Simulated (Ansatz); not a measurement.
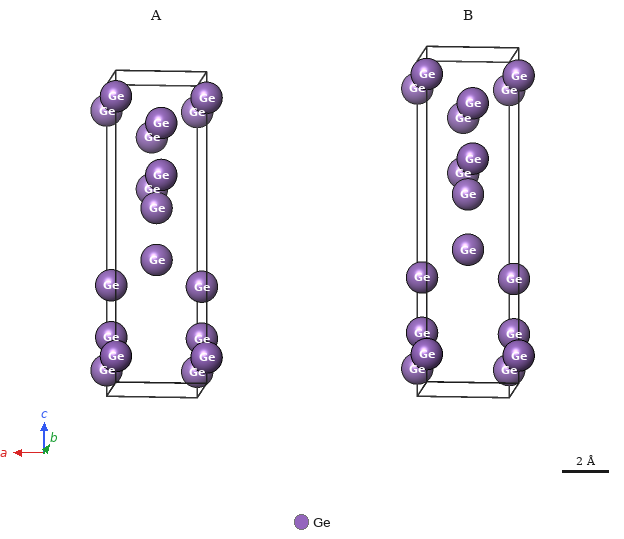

Two geometries of solid Ge (a generated structure, set up in I4_1/amd) (coarse preliminary run), drawn at one scale. One is the start of a relaxation, the other its converged end. Style: spheres-only. Shown: the conventional cell (2 times the calculation's cell), from a free direction. Lengths and directions refer to the drawn axes.

Theory: DFT PBE, scalar-relativistic, plane waves, PAW in Ansatz 0.2.0. Set-up: plane-wave cutoff 420 eV; k-point mesh 6 × 6 × 6; occupations gaussian; smearing width 0.1 eV; no spin polarisation; cell and atoms relaxed; force threshold 0.04 eV/Å; at most 70 steps.

**Which one is relaxed?**

Structure B is the relaxed one. Over 3 accepted moves (4 points after the start) the energy falls by 73.9 meV per atom. Largest force component: 0.45 eV/Å at the start, 0.0076 eV/Å at the end. The pressure goes from 5.89 to 0.13 GPa. The SCF was repeated once at an unchanged geometry on a basis and grid sized afresh for the cell, which shifted the energy by 0.9 meV per atom at most. The largest moves relative to the cell, 0.012 Å, are those of Ge atoms. Cell: a = b 3.991 → 4.047 Å (+1.4 %), c 13.824 → 14.877 Å (+7.6 %). Volume +10.7 %. Near-neighbour distances that change, for instance: Ge–Ge 2.304 → 2.455 Å, Ge–Ge 2.304 → 2.386 Å. Among the angles between lasting bonds that change: Ge–Ge–Ge 120.0° → 116.0°, Ge–Ge–Ge 120.0° → 122.0°. The space group stays I4_1/amd (No. 141). The run took 73 s on 1 thread of Intel(R) Xeon(R) Processor @ 2.50GHz (Skylake/Cascade Lake) (shared host), peak memory 0.44 GiB.
